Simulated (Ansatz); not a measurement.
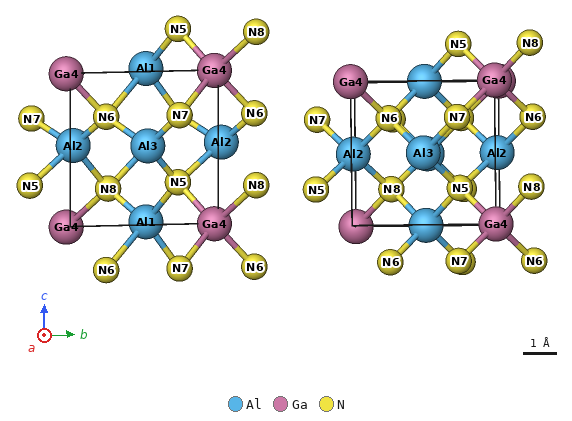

Two geometries of a crystal of Al3GaN4 (set up in P1), drawn at one scale. One is the start of a relaxation, the other its converged end. The picture is a ball-and-stick view of the cell of the calculation, seen along the a axis.

Computed with Ansatz 0.2.0, DFT r2SCAN, scalar-relativistic, plane waves, PAW. (plane-wave cutoff 500 eV; k-point mesh 6 × 6 × 6; occupations gaussian; smearing width 0.05 eV; no spin polarisation; cell and atoms relaxed; force threshold 0.01 eV/Å; at most 80 steps)

**Which one is relaxed?**

The right one is the relaxed one. Case: all atoms moved at random, sigma 0.1 Å for each component, cell strained at random, sigma 0.06; relaxed back. After 4 accepted moves (5 points after the start) the energy has fallen by 2.646 eV per cell of the calculation. Largest force component: 3.5 eV/Å at the start, 0.0024 eV/Å at the end. The pressure goes from −7.50 to 0.02 GPa. The SCF was repeated once at an unchanged geometry on a basis and grid sized afresh for the cell, which shifted the energy by 2.4 meV per cell of the calculation at most. The atom that moves furthest relative to the cell is Ga4 (0.27 Å along [2 1 0]). Largest moves by element: Ga 0.27 Å, Al 0.21 Å, N 0.18 Å. Cell: a 4.353 → 4.401 Å (+1.1 %), b 4.537 → 4.401 Å (−3.0 %), c 4.689 → 4.401 Å (−6.1 %), α 88.7° → 90.0°, β 90.8° → 90.0°, γ 87.0° → 90.0°. Volume −7.8 %. Among the contacts that change: Al1–N6 2.306 → 1.892 Å, Ga4–N8 2.268 → 1.948 Å, Ga4–N7 2.214 → 1.948 Å, Al3–N8 2.058 → 1.892 Å. Bond angles that change, for instance: N5–Ga4–N6 130.6° → 109.5°, Al1–N7–Ga4 92.3° → 108.3°, N6–Al1–N7 91.5° → 107.0°. The space group (tolerance 0.01 Å) goes from P1 (No. 1) to P-43m (No. 215). Cost: 3.4 min on 2 threads of Arm Neoverse V2, with other jobs on the host, peak memory 0.7 GiB.
